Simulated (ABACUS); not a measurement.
## Energy of RbBr along an even scaling of the cell

System: RbBr (Fm-3m, 2 atoms in the cell).
Method: Kohn-Sham DFT of a periodic cell, PBE, PseudoDojo NC SR 0.4.1 PBE standard, no spin polarisation (ABACUS 3.10.1).

The 7 runs differ only in the geometry, by an even scaling of the cell at fixed fractional positions. The structure derives from an entry of the Crystallography Open Database.

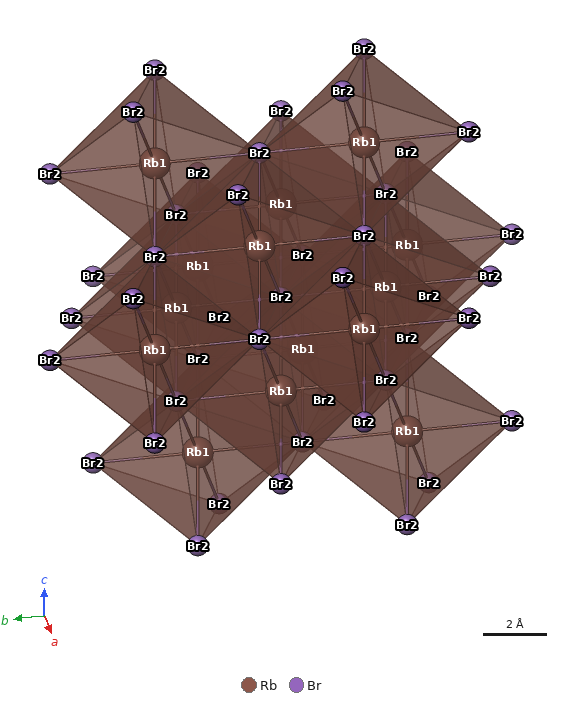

Figure 1. The structure of run 4 (polyhedral view of the cell 4 times as large as that of the calculation, set on its symmetry axes, seen at an oblique angle; polyhedra are completed across the faces of the cell; atoms are numbered from 1 in the order of the input).

**The input of run 4**
```
INPUT_PARAMETERS
suffix              RbBr
calculation         scf
basis_type          lcao
pseudo_dir          ./
orbital_dir         ./
symmetry            1
dft_functional      pbe
ecutwfc             100
pseudo_rcut         10
nspin               1
nbands              12
ks_solver           genelpa
smearing_method     fd
smearing_sigma      0.00367493
scf_thr             1e-07
scf_nmax            100
mixing_type         broyden
mixing_beta         0.7
cal_force           1
cal_stress          1
out_mul             1
out_chg             1
out_pot             2
out_elf             1
```

**File STRU of run 4**
```
ATOMIC_SPECIES
Rb 85.4678 Rb.upf
Br 79.9040 Br.upf

NUMERICAL_ORBITAL
Rb_confined-atom_10au_3s2p1d.orb
Br_confined-atom_7au_2s2p1d.orb

LATTICE_CONSTANT
1.8897261246

LATTICE_VECTORS
0.0000000000 3.4270000000 3.4270000000
3.4270000000 0.0000000000 3.4270000000
3.4270000000 3.4270000000 0.0000000000

ATOMIC_POSITIONS
Direct

Rb
0.0
1
0.0000000000 0.0000000000 0.0000000000 1 1 1

Br
0.0
1
0.5000000000 0.5000000000 0.5000000000 1 1 1
```

**File KPT of run 4**
```
K_POINTS
0
Gamma
7 7 7 0 0 0
```

Command:
```bash
OMP_NUM_THREADS=1 mpirun -np 4 abacus > log
```

Run 6 differs from it as follows:
```diff
-out_chg             1
-out_pot             2
-out_elf             1
-0.0000000000 3.4270000000 3.4270000000
-3.4270000000 0.0000000000 3.4270000000
-3.4270000000 3.4270000000 0.0000000000
+0.0000000000 3.4720972769 3.4720972769
+3.4720972769 0.0000000000 3.4720972769
+3.4720972769 3.4720972769 0.0000000000
```

**Results, with one run withheld**

| run | volume per atom (Å³) | free energy per atom, from the lowest run given (meV) | pressure (GPa) | gap on the mesh (eV) |
| --- | --- | --- | --- | --- |
| 1 | 37.833 | 30.39 | 2.22 | 4.70 |
| 2 | 38.638 | 20.45 | 1.75 | 4.64 |
| 3 | 39.443 | 12.74 | 1.33 | 4.58 |
| 4 | 40.248 | 7.05 | 0.95 | 4.52 |
| 5 | 41.053 | 3.15 | 0.61 | 4.47 |
| 6 | 41.858 | ? | ? | ? |
| 7 | 42.663 | 0.00 | 0.04 | 4.37 |

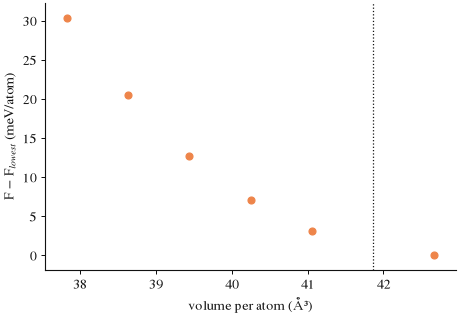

Figure 2. Free energy per atom of the runs given; the dotted line marks run 6.

What should run 6 give?

A cubic polynomial in V^(−2/3) (the Birch–Murnaghan form), fitted to the 6 runs given, misses them by under 0.01 meV per atom. With x = V^(−2/3) − 0.08560 Å⁻², it reads F = 9.0797 + 4772.5 x + 6.3803e+05 x² + 3.0882e+06 x³ (meV per atom). At run 6 it gives 0.86 meV per atom, and the run itself gives 0.86. The slope of the fit gives a pressure −dF/dV of 0.31 GPa there, and the run prints 0.31 GPa. The fit has no minimum inside this range. The gap on the mesh goes, without turning, from 4.70 eV in run 1 to 4.37 eV in run 7; run 6 has 4.42 eV. These are gaps of this functional on this mesh, which can miss the band edges; they aren't the measured gap.

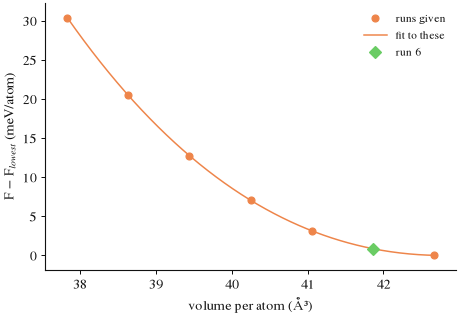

Figure 3. The fit and the withheld run.

**Some lines of the output (run 6)**
```
[...]
 E_Fermi        0.1901214875         2.5867355418
 E_Fermi        0.1793590416         2.4403049532
 E_Fermi        0.1801802284         2.4514777728
 E_Fermi        0.1802862351         2.4529200686
 E_Fermi        0.1804885740         2.4556730307
 E_Fermi        0.1804990870         2.4558160671
 E_Fermi        0.1805117499         2.4559883545
 E_Fermi        0.1805094242         2.4559567115
 E_KS(sigma->0) -85.8725866197       -1168.3564800269
 E_Fermi        0.1805096013         2.4559591218
 final etot is -1168.35648 eV
 EFERMI = 2.4559591218 eV
 TOTAL-PRESSURE: 3.084190 KBAR
 !FINAL_ETOT_IS -1168.3564800268727595 eV
```

Notes: Points of doubt noted for this run: home made orbitals.
